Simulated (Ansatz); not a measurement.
# Dielectric response of ZnS (10-10) films, part 5 of 5

Wanted: ε of wurtzite ZnS (10-10) by finite fields on slabs, and the band edges against the vacuum where run.

Ansatz 0.2.0; plane-wave DFT, PBE, Ansatz PAW (the session's first sound run).

So far. Step 26 (The bulk crystal): The gap is 2.17 eV. Step 27 (Band edges against the vacuum, levels PBE): The program warns that the averaged potential varies by 0.10 eV in the slab's middle, which these edges carry as an error.

## 28. The bulk with HSE06, k-mesh 6×6×4

This step: plane-wave DFT, HSE06, Ansatz PAW (Ansatz 0.2.0).

System of this step: wurtzite ZnS. The structure is hexagonal, space group P6_3mc (No. 186). The conventional cell has a = 3.820 Å, b = 3.820 Å, c = 6.260 Å, α = 90.00°, β = 90.00°, γ = 120.00°. Zn has 4 S at 2.34 to 2.35 Å nearest. Nearest to S lie 4 Zn at 2.34 to 2.35 Å. Farther neighbours and most contacts between anions are not listed.

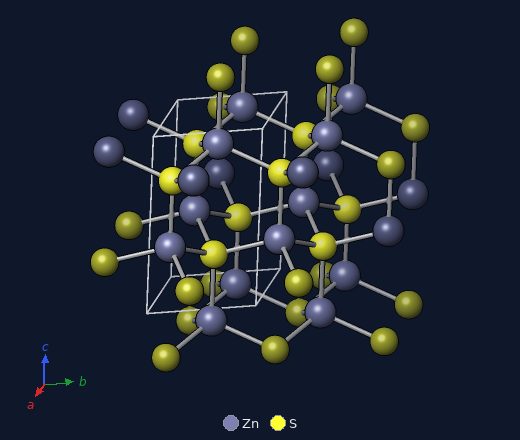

The cell of this step (zinc blue, sulfur yellow). 2×2×1 cells are drawn. Some periodic images of atoms are drawn too.

A hybrid functional removes part of the gap error, and is affordable in the small bulk cell.

input.yaml

```yaml
crystal:
  lattice:
    - [3.82, 0.0, 0.0]
    - [-1.91, 3.3082170425, 0.0]
    - [0.0, 0.0, 6.26]
  atoms:
    - { symbol: Zn, position: [0.3333333333, 0.6666666667, 0.0] }
    - { symbol: Zn, position: [0.6666666667, 0.3333333333, 0.5] }
    - { symbol: S, position: [0.3333333333, 0.6666666667, 0.375] }
    - { symbol: S, position: [0.6666666667, 0.3333333333, 0.875] }
kpoints:
  mp_grid: { grid: [6, 6, 4] }
hamiltonian:
  xc: hse06
scf:
  occupations: { method: fixed }
  convergence: { dr2_threshold: 1.0e-08 }
output:
  eigenvalues: true
checkpoint:
  write: bulk-hse.run
  compress: false
  write_wavefunctions: false
```

Run with:

```console
ansatz run input.yaml --threads 4 --pin off --max-ram 8192MiB --backend cpu --events-out ev --progress --plain --runs-dir out
```

Numbers of over 12 decimals in the logs are rounded to 6 here.

The log of the run:

```text
[...]
davidson cushion auto → on  (no smearing: the cushion is to keep the highest requested band from converging to the state above it; pin scf.eigensolver.cushion to override)
Crystal: 4 atoms, lattice volume = 79.110 Å³
Basis set: ecut = 420 eV, 1545 PW (Γ)
Bands: 22, of which v1, the nominal top of the filled ones, is band 18 counted from 1 (17 counted from 0)
Symmetry: 12 space group operations
[...]
k-points: 21 of 144 (time reversal used)
[...]
SCF iter   1: F=—  HF=-8445.446415 eV  |F-HF|=—  |Δ(HF+E_count)|=         —  Δρ=1.61e-3  dr2=1.79e-3  ethr=1.77e-3  ⟨swp⟩=9.7  Hψ=2492  notcnv=0
[...]
SCF iter   3: F=-8445.447554 eV  HF=-8445.447485 eV  |F-HF|=6.88e-5  |Δ(HF+E_count)|=   2.88e-4  Δρ=2.05e-4  dr2=1.84e-5  ethr=4.82e-8  ⟨swp⟩=3.1  Hψ=2525  notcnv=0  defer=2
SCF 1 stopped early in 3 iterations: F = -8445.447554 eV  dr2 = 1.84e-5
[...]
Exchange kernel: α = 0.2500, screened, ω = 0.2079 Å⁻¹, Wigner–Seitz truncation, v(0) = 1046.6124 eV·Å³, q-mesh 6×6×4, nearest image of the exchange supercell L = 22.92 Å, pair-density grid 18×18×30, without the augmentation charges, whose exchange is taken in its separable form by FFT convolution over the k-point mesh (sized by the pseudopotential files, 24×24×45 at the most), smooth part of the exact exchange by density-matrix convolution
Frozen-core exchange: fock
SCF iter   1: F=—  HF=-8446.846291 eV  |F-HF|=—  |Δ(HF+E_count)|=         —  Δρ=2.17e-2  dr2=1.93e-1  ethr=5.12e-7  ⟨swp⟩=8.7  Hψ=3325  notcnv=0
[...]
SCF iter   6: F=-8446.800167 eV  HF=-8446.800167 eV  |F-HF|=4.76e-7  |Δ(HF+E_count)|=   2.28e-4  Δρ=3.84e-5  dr2=2.13e-6  ethr=5.12e-7  ⟨swp⟩=4.0  Hψ=1640  notcnv=0
SCF 2 stopped early in 6 iterations: F = -8446.800167 eV  dr2 = 2.13e-6
[...]
hybrid outer 1: dexx = +2.230e-2 eV, tail = 7.77e-5 eV
[...]
Frozen-core exchange: fock
SCF iter   1: F=—  HF=-8446.798978 eV  |F-HF|=—  |Δ(HF+E_count)|=         —  Δρ=9.13e-5  dr2=6.07e-6  ethr=1.08e-6  ⟨swp⟩=2.7  Hψ=1058  notcnv=0
[...]
SCF iter   4: F=-8446.798982 eV  HF=-8446.798982 eV  |F-HF|=3.50e-9  |Δ(HF+E_count)|=   1.31e-7  Δρ=3.45e-6  dr2=6.39e-9  ethr=1.73e-10  ⟨swp⟩=4.0  Hψ=1371  notcnv=0  defer=3
SCF 3 converged in 4 iterations: F = -8446.798982 eV  dr2 = 6.39e-9
[...]
hybrid outer 2: dexx = +1.947e-6 eV, tail = 4.14e-8 eV, Δε = 3.83e-3 eV (about 1.02e-4 eV left of the loop's levels)
the search or the solves at the SCF's close seem to have found levels that the self-consistency loop had missed (the run counts 1). By its estimate they hold under 1e-12 electrons; where the run keeps them, the occupations were computed again with them
hybrid SCF converged: 2 outer / 10 inner (+3 warm-up), last move |dexx| = 1.95e-6 eV, tail = 4.14e-8 eV
[...]
Free energy (F): -8446.798979 eV
Frozen-core exchange: fock
[...]
Internal energy: -8446.798979 eV  (E = F + TS)
E sigma→0 (E₀):  -8446.798979 eV
Fermi energy:    5.039614 eV
[...]
--- Band table (eV; the first three rows and the last of 21) ---
  k-point 0: bands = [... 14 lower, 4.1004, 4.9681, 5.0396, 5.0396, 8.4395, 9.3549, 12.6327, 12.6327]
  k-point 1: bands = [... 14 lower, 4.2281, 4.2281, 4.8909, 4.8909, 9.3259, 9.5196, 12.5795, 12.7206]
  k-point 2: bands = [... 14 lower, 4.5491, 4.5491, 4.5491, 4.5491, 9.8427, 9.8427, 13.0840, 13.0840]
  k-point 20: bands = [... 14 lower, 1.8030, 1.8030, 3.6440, 3.6440, 10.7863, 10.7863, 12.5183, 12.5183]
```

Elapsed: 16 s, on 4 threads of Arm Neoverse V2, shared host; peak memory 2 GiB.

This step gave:

| Item | Value |
| --- | --- |
| gap on the k-mesh | 3.400 eV |

The gap is 3.40 eV.

## 29. Band edges against the vacuum, levels HSE06

This step: plane-wave DFT, PBE, Ansatz PAW; band edges against the vacuum, bulk levels by HSE06 (Ansatz 0.2.0).

System of this step: ZnS (10-10), 6 units. The cell holds 24 atoms: 12 Zn and 12 S. Its edges and angles: a = 3.820 Å, b = 6.260 Å, c = 35.644 Å, α = 90.0°, β = 90.0°, γ = 90.0°. It derives from ZnS (wurtzite ZnS). Vacuum lies along c.

The same line-up with the hybrid's levels.

align.yaml

```yaml
surface:
  bulk: { run: bulk.run, levels_from: { run: bulk-hse.run } }
  slab: { run: end6.run, axis: 3 }
  face: plus
  period: 3.30822
```

Run with:

```console
ansatz align-bands align.yaml -- --threads 4 --pin off
```

The log of the run:

```text
plus face
ionisation energy 6.678 eV
electron affinity 3.278 eV
  bulk: levels by hse06 on the potential of pbe; from 16.17 to 19.48 Å its average varies by 0.1041 eV and climbs by -0.0000; the bulk's density to 1.20 % (its layers are strained against the bulk's: take a thicker slab or side, or run the bulk at their strain)
  vacuum: slopes by 0.0000 eV/Å; line-up 8.3407 eV
  of the bulk's run: of the levels' run: its band edges are its mesh's, and a band can turn off it. A run with kpoints.band_path: { path: [VBM, CBM], npoints: 1 } finds the zone's; its band edges are of a coarser mesh than the slab's or the interface's, whose density can shift them: a run under levels_from is taken as it is
[...]
```

Wall time 0.07 s (4 threads).

This step gave:

- ionisation energy: 6.678 eV
- electron affinity: 3.278 eV

Check by hand: ionisation energy less affinity, 6.68 − (3.28) = 3.40 eV, is the bulk gap at this level.

The program warns that the averaged potential varies by 0.10 eV in the slab's middle, which these edges carry as an error.

## 30. Varying the input

This step: plane-wave DFT, PBE, Ansatz PAW (Ansatz 0.2.0).

System of this step: ZnS (10-10), 3 units. The cell holds 12 atoms: 6 Zn and 6 S. Its edges and angles: a = 3.820 Å, b = 6.260 Å, c = 25.719 Å, α = 90.0°, β = 90.0°, γ = 90.0°. It derives from ZnS (wurtzite ZnS). Vacuum lies along c.

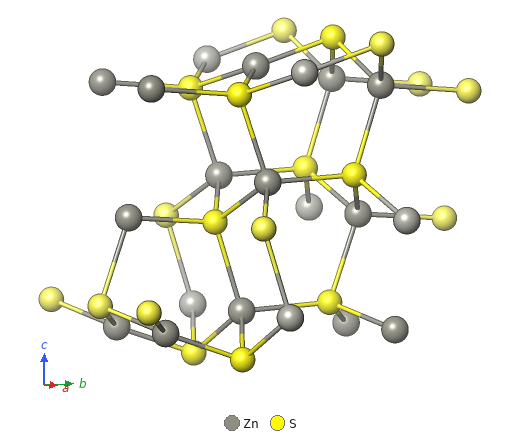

The cell of this step (zinc grey, sulfur yellow). Some periodic images of atoms are drawn too.

A run with a changed input: it repeats the earlier run at 0.05 V/Å, 3 units with efield.dipole_correction from true to false.

input.yaml

```yaml
crystal:
  lattice:
    - [3.82, 0.0, 0.0]
    - [0.0, 6.26, 0.0]
    - [0.0, 0.0, 25.7191730991]
  atoms:
    - { symbol: Zn, position: [0.0, 0.0437008108, 0.3685192199] }
    - { symbol: S, position: [0.0, 0.3797336899, 0.3409768254] }
    - { symbol: Zn, position: [0.5, 0.4815533185, 0.3859108795] }
    - { symbol: S, position: [0.5, 0.8651228934, 0.3932099387] }
    - { symbol: Zn, position: [0.5, -0.0107176233, 0.4814676082] }
    - { symbol: S, position: [0.5, 0.3656069077, 0.4756061102] }
    - { symbol: Zn, position: [0.0, 0.489282377, 0.5185323918] }
    - { symbol: S, position: [0.0, 0.8656069076, 0.5243938899] }
    - { symbol: Zn, position: [0.0, -0.0184466807, 0.6140891205] }
    - { symbol: S, position: [0.0, 0.3651228945, 0.6067900613] }
    - { symbol: Zn, position: [0.5, 0.5437008125, 0.6314807801] }
    - { symbol: S, position: [0.5, 0.8797336919, 0.6590231746] }
kpoints:
  mp_grid: { grid: [8, 4, 1] }
hamiltonian:
  xc: pbe
scf:
  occupations: { method: fixed }
  convergence: { dr2_threshold: 1.0e-10 }
efield:
  axis: 3
  dipole_correction: false
  ramp_position: 0.97
  ramp_width: 0.06
  amplitude: 0.05
output:
  write_potential: true
  write_density: true
  volumetric_format: npy
```

Run with:

```console
ansatz run input.yaml --threads 4 --pin off --max-ram 8192MiB --backend cpu --events-out ev --progress --plain --runs-dir out
```

The log of the run:

```text
[...]
Crystal: 12 atoms, lattice volume = 615.028 Å³
Basis set: ecut = 420 eV, 12077 PW (Γ)
Bands: 66, of which v1, the nominal top of the filled ones, is band 54 counted from 1 (53 counted from 0)
Symmetry: 2 space group operations
k-points: 15 of 32 (time reversal used)
[...]
SCF iter   1: F=—  HF=-25335.241342 eV  |F-HF|=—  |Δ(HF+E_count)|=         —  Δρ=1.01e-3  dr2=5.18e-2  ethr=1.77e-3  p=-0.000 e·Å  V_vac-E_F(+/−)=6.33/5.15 eV  ⟨swp⟩=6.2  Hψ=4044  notcnv=0  defer=144
[...]
SCF iter  11: F=-25335.235176 eV  HF=-25335.235176 eV  |F-HF|=4.73e-11  |Δ(HF+E_count)|=  1.46e-10  Δρ=1.29e-7  dr2=8.95e-11  ethr=1.00e-12  p=0.084 e·Å  V_vac-E_F(+/−)=6.50/5.38 eV  ⟨swp⟩=17.5  Hψ=5975  notcnv=0
SCF 1 converged in 11 iterations: F = -25335.235176 eV  dr2 = 8.95e-11
[...]
SCF converged after 11 iterations
Free energy (F): -25335.235176 eV
[...]
Internal energy: -25335.235176 eV  (E = F + TS)
E sigma→0 (E₀):  -25335.235176 eV
Fermi energy:    -1.414827 eV
Dipole field:    D = 0.024666 V/Å  (p = 0.083835 e·Å, saw-weighted)
Work function:   not extracted (applied field tilts the vacuum); planar V_es + V_field profile in the machine report
[...]
--- Band table (eV; the first three rows and the last of 15) ---
  k-point 0: bands = [... 50 lower, -1.9737, -1.7219, -1.6180, -1.4148, 0.8251, 1.4982, 2.0116, 2.3537, ... 8 higher]
  k-point 1: bands = [... 50 lower, -1.9782, -1.9060, -1.7913, -1.5746, 1.5053, 1.7111, 2.0200, 2.0869, ... 8 higher]
  k-point 2: bands = [... 50 lower, -2.0218, -1.9529, -1.9233, -1.8484, 1.8787, 1.9199, 2.0920, 2.1508, ... 8 higher]
  k-point 14: bands = [... 50 lower, -2.8736, -2.8496, -2.6340, -2.5436, 2.0233, 2.0552, 2.4418, 2.4766, ... 8 higher]
```

Elapsed: 24 s, on 4 threads; peak memory 1.4 GiB; 95 s of CPU time.

```csv
quantity,this run,earlier run,difference
dipole along the normal (e·Å),0.08384,0.05614,0.028
gap on the k-mesh (eV),2.240,2.245,-0.0053
```

With the dipole correction off, the periodic images add a field of their own to the typed one.

What moves beyond 0.01 in its unit (for the dipole 0.5 % and 5e-5 e·Å): dipole along the normal (+0.0277 e·Å).

These numbers are not those of the isolated slab.

## 31. Varying the input

Another changed input: it repeats the earlier run at 0.05 V/Å, 3 units with efield.amplitude from 0.05 to -0.05 and efield.dipole_correction from true to false.

Edit input.yaml of step 30 so:

```diff
@@ -30,3 +30,3 @@
   ramp_width: 0.06
-  amplitude: 0.05
+  amplitude: -0.05
 output:
```

The log of the run:

```text
[...]
Crystal: 12 atoms, lattice volume = 615.028 Å³
Basis set: ecut = 420 eV, 12077 PW (Γ)
Bands: 66, of which v1, the nominal top of the filled ones, is band 54 counted from 1 (53 counted from 0)
Symmetry: 2 space group operations
k-points: 15 of 32 (time reversal used)
[...]
SCF iter   1: F=—  HF=-25335.241444 eV  |F-HF|=—  |Δ(HF+E_count)|=         —  Δρ=1.01e-3  dr2=5.17e-2  ethr=1.77e-3  p=-0.000 e·Å  V_vac-E_F(+/−)=5.15/6.33 eV  ⟨swp⟩=6.1  Hψ=4050  notcnv=0  defer=142
[...]
SCF iter  11: F=-25335.235175 eV  HF=-25335.235175 eV  |F-HF|=1.24e-10  |Δ(HF+E_count)|=  8.00e-11  Δρ=1.33e-7  dr2=9.23e-11  ethr=1.00e-12  p=-0.084 e·Å  V_vac-E_F(+/−)=5.38/6.51 eV  ⟨swp⟩=17.4  Hψ=6019  notcnv=0
SCF 1 converged in 11 iterations: F = -25335.235175 eV  dr2 = 9.23e-11
[...]
SCF converged after 11 iterations
Free energy (F): -25335.235175 eV
[...]
Internal energy: -25335.235175 eV  (E = F + TS)
E sigma→0 (E₀):  -25335.235175 eV
Fermi energy:    -1.414824 eV
Dipole field:    D = -0.024664 V/Å  (p = -0.083828 e·Å, saw-weighted)
Work function:   not extracted (applied field tilts the vacuum); planar V_es + V_field profile in the machine report
[...]
--- Band table (eV; the first three rows and the last of 15) ---
  k-point 0: bands = [... 50 lower, -1.9737, -1.7219, -1.6180, -1.4148, 0.8251, 1.4982, 2.0116, 2.3537, ... 8 higher]
  k-point 1: bands = [... 50 lower, -1.9782, -1.9060, -1.7913, -1.5746, 1.5053, 1.7111, 2.0200, 2.0869, ... 8 higher]
  k-point 2: bands = [... 50 lower, -2.0218, -1.9529, -1.9233, -1.8483, 1.8787, 1.9199, 2.0920, 2.1508, ... 8 higher]
  k-point 14: bands = [... 50 lower, -2.8736, -2.8496, -2.6340, -2.5436, 2.0233, 2.0552, 2.4418, 2.4766, ... 8 higher]
```

Wall time 24 s (4 threads); peak memory 1.4 GiB.

```csv
quantity,this run,earlier run,difference
dipole along the normal (e·Å),-0.08383,0.05614,-0.14
gap on the k-mesh (eV),2.240,2.245,-0.0053
```

The applied field differs between the two, so the dipoles differ in any case.

With the dipole correction off, the periodic images add a field of their own to the typed one.

These numbers are not those of the isolated slab.

## 32. What came out

| Quantity | Value |
| --- | --- |
| electronic ε from the thickness series | 5.90 |
| static ε from the thickness series | 9.24 |
| local electronic ε, middle of 6 units | 5.87 |
| ionisation energy, levels by PBE | 5.95 eV |
| electron affinity, levels by PBE | 3.78 eV |
| ionisation energy, levels by HSE06 | 6.68 eV |
| electron affinity, levels by HSE06 | 3.28 eV |

In words: The films give an electronic ε of 5.90 and a static ε of 9.24. The slope of the series and the field inside the thickest film give 5.90 and 5.87, in agreement. Ions raise ε from 5.90 to 9.24. The static value rests on two thicknesses alone. HSE06 levels deepen the valence edge by 0.73 eV on the same PBE surface dipole. The alignment warns that the averaged potential still varies by 0.10 eV in the slab's middle, which the band edges carry as an error. The in-plane lattice constants are held at typed bulk values. Semilocal functionals tend to overestimate the electronic ε a little.

[Logs are printed without paths, hosts, clocks, repeated set-up lines and the standing remarks that a program may print on its own settings, such as how far it seeks lower states.]

[Hosts, paths, dates, database ids (printed as entryN), source tags and the programs' standing remarks are cut or masked in the printed files.]

[Maps of the electrostatic potential energy from Ansatz leave out the sawtooth potential of an applied field or a dipole correction, so their vacuum need not be flat; planar profiles and work functions include it.]
